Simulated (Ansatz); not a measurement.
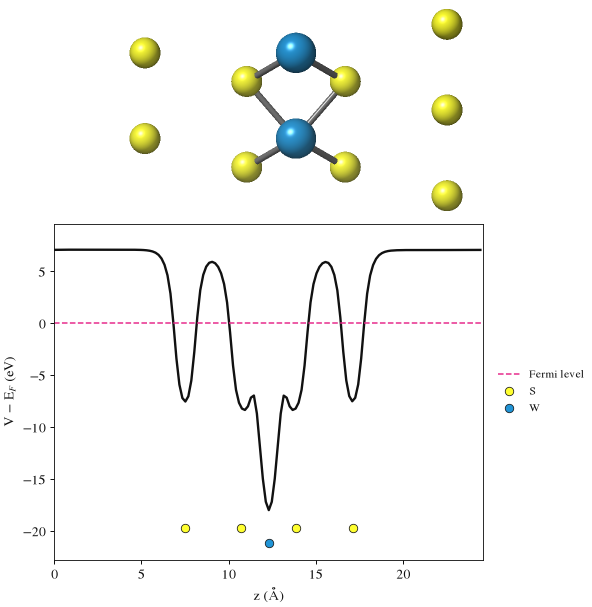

Plane-averaged electrostatic potential energy of an electron across the slab; circles at the bottom mark the heights of the atoms. The structure is drawn too. System: a (001) slab cut from WS₂ (R3m), of composition WS₄ (not the bulk's), ended by S planes, 5 atoms in the cell. Method: DFT PBEsol, scalar-relativistic, plane waves, PAW, no spin polarisation, 9×9×1 k mesh, 300 eV cutoff, Gaussian smearing of 0.05 eV (Ansatz).

The work function is 7.06 eV, the same on both faces. The two vacuum levels agree, so the slab has no net dipole along its normal. The outermost atoms are 9.6 Å apart, which leaves 15.0 Å of vacuum in a cell 24.6 Å high.

Spin-orbit coupling is left out, which matters for W.
